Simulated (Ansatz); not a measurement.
TiO₂ (slab)

```cif
data_structure
_symmetry_space_group_name_H-M 'P 1'
_symmetry_Int_Tables_number 1
_cell_length_a 2.9392
_cell_length_b 6.4925
_cell_length_c 30.5247
_cell_angle_alpha 90.000
_cell_angle_beta 90.000
_cell_angle_gamma 90.000
_cell_volume 582.50
loop_
_atom_site_label
_atom_site_type_symbol
_atom_site_fract_x
_atom_site_fract_y
_atom_site_fract_z
_atom_site_occupancy
O1 O 0.00000 0.00000 0.24558 1
Ti1 Ti 0.00000 0.50000 0.29227 1
Ti2 Ti 0.50000 0.00000 0.28059 1
O2 O 0.50000 0.31270 0.28162 1
O3 O 0.50000 0.68730 0.28162 1
O4 O 0.00000 0.00000 0.32893 1
O5 O 0.00000 0.50000 0.35142 1
Ti3 Ti 0.00000 0.00000 0.38981 1
Ti4 Ti 0.50000 0.50000 0.39589 1
O6 O 0.50000 0.79980 0.39318 1
O7 O 0.50000 0.20020 0.39318 1
O8 O 0.00000 0.50000 0.43485 1
O9 O 0.00000 0.00000 0.45824 1
Ti5 Ti 0.00000 0.50000 0.50000 1
Ti6 Ti 0.50000 0.00000 0.50000 1
O10 O 0.50000 0.30792 0.50000 1
O11 O 0.50000 0.69208 0.50000 1
O12 O 0.00000 0.00000 0.54176 1
O13 O 0.00000 0.50000 0.56515 1
Ti7 Ti 0.00000 0.00000 0.61019 1
Ti8 Ti 0.50000 0.50000 0.60411 1
O14 O 0.50000 0.79980 0.60682 1
O15 O 0.50000 0.20020 0.60682 1
O16 O 0.00000 0.50000 0.64858 1
O17 O 0.00000 0.00000 0.67107 1
Ti9 Ti 0.00000 0.50000 0.70773 1
Ti10 Ti 0.50000 0.00000 0.71941 1
O18 O 0.50000 0.31270 0.71838 1
O19 O 0.50000 0.68730 0.71838 1
O20 O 0.00000 0.00000 0.75442 1
```

Computed without spin polarisation.

These are results of Ansatz, DFT PBEsol, scalar-relativistic, plane waves, PAW, not measurements.

Predict the valence pseudo-density and electron localisation function between the atoms.

Answer. Ti–O (1.81 Å): the density is about 1 e/Å³ at the midpoint; the ELF peaks at about 0.80 in the valence shell of O, 0.5 Å from its nucleus, and is about 0.30 at the midpoint; no localised pair shows between them.
Ti–O (1.86 Å): ρ is about 0.93 e/Å³ halfway; the ELF peaks at about 0.85 in the valence shell of O, 0.6 Å from its nucleus, and is about 0.25 at the midpoint: no shared electron pair shows on this line.
Ti–O (1.99 Å): ρ is about 0.62 e/Å³ halfway; the ELF peaks at about 0.85 in the valence shell of O, 0.6 Å from its nucleus, and is about 0.20 at the midpoint; no shared electron pair shows on this line.

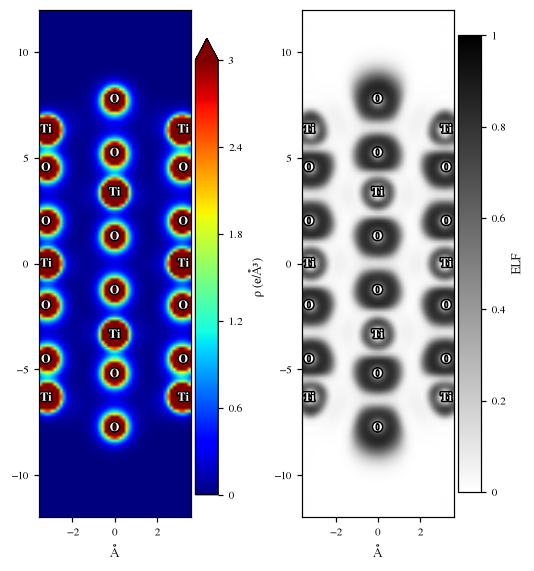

Computed valence pseudo-density and electron localisation function on the (100) plane of the calculation cell, a cut from vacuum to vacuum, in this order. 
